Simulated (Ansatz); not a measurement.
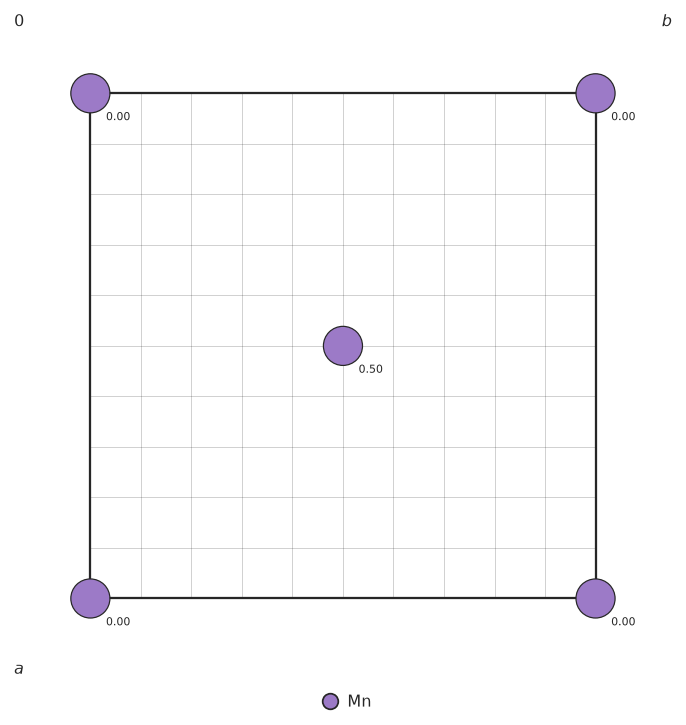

Plan of a unit cell projected along c (a down the page, b across); the numbers are heights as fractions of c, and atoms on the cell's edges are repeated. The grid marks tenths of a and b. Source: the end point of a relaxation with Ansatz 0.2.0, DFT, BLYP, plane waves (420 eV) with PAW, scalar-relativistic; the starting structure was generated, so it need not be a known form of this composition. The drawing is computed from the coordinates (standard cell, symmetry found to 0.002 Å).

a = 2.950 Å, b = 2.950 Å, c = 2.950 Å, α = 90.00°, β = 90.00°, γ = 90.00°.

What does the cell contain?

Answer. 2 Mn: Mn, Z = 2.

Which space group?

Answer. Im-3m (No. 229), body-centred cubic.

Give the independent sites, coordinates to two places.

Answer.
```csv
atom,site,symmetry,x,y,z
Mn,2a,m-3m,0.00,0.00,0.00
```
